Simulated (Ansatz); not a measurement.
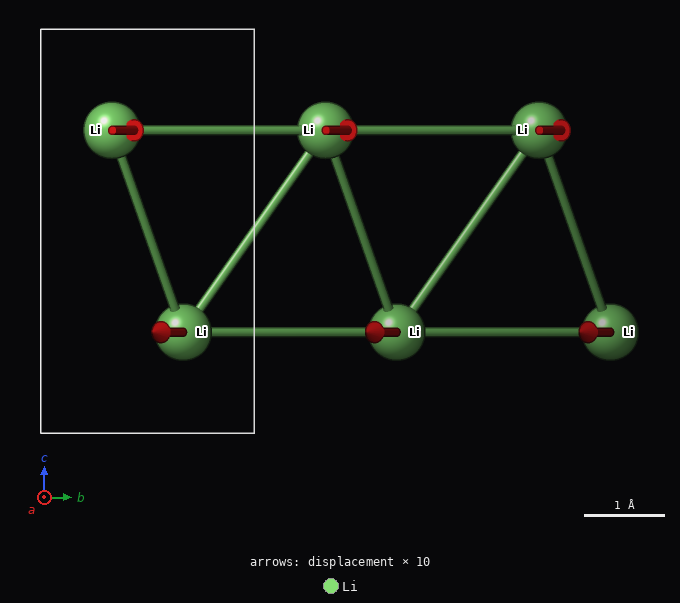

This is a relaxation of crystalline Li (set up in P6_3/mmc) (coarse preliminary run). The starting structure is drawn; red arrows show the displacements (the part carried along by the change of the cell is left out), 10 times their true length.

The picture is a ball-and-stick view of the cell of the calculation, repeated 1 × 3 × 1 with one cell outlined, seen along the a axis.

Case: input drawn at random.

Level of theory: Ansatz, DFT PBE, scalar-relativistic, plane waves, PAW. Settings: plane-wave cutoff 420 eV; k-point mesh 3 × 3 × 2; occupations gaussian; smearing width 0.1 eV; no spin polarisation; cell and atoms relaxed; force threshold 0.09 eV/Å; at most 30 steps.

Describe the change and its energy.

Answer. Over 3 accepted moves (4 points after the start) the energy falls by 2.2 meV per atom. The largest force component goes from 0.027 to 0.00015 eV/Å. The pressure goes from −0.34 to 0.00 GPa. At 1 point the geometry stayed and the basis and grid were re-selected for the new cell (energy shift of less than 0.05 meV per atom at most each time). The largest moves relative to the cell, 0.081 Å, are those of Li atoms. Cell: a = b 3.111 → 3.075 Å (−1.2 %), c 5.093 → 5.072 Å (−0.4 %), γ 120.0° → 120.4°. Volume −3.1 %. Among the contacts that change: Li–Li 3.116 → 3.008 Å, Li–Li 3.111 → 3.056 Å, Li–Li 3.116 → 3.142 Å. The space group (tolerance 0.01 Å) goes from P6_3/mmc (No. 194) to Cmcm (No. 63). The run took of the order of 2 core-seconds on a shared host.

Limits of the set-up: the k-point mesh is coarse for a cell with partly filled bands.
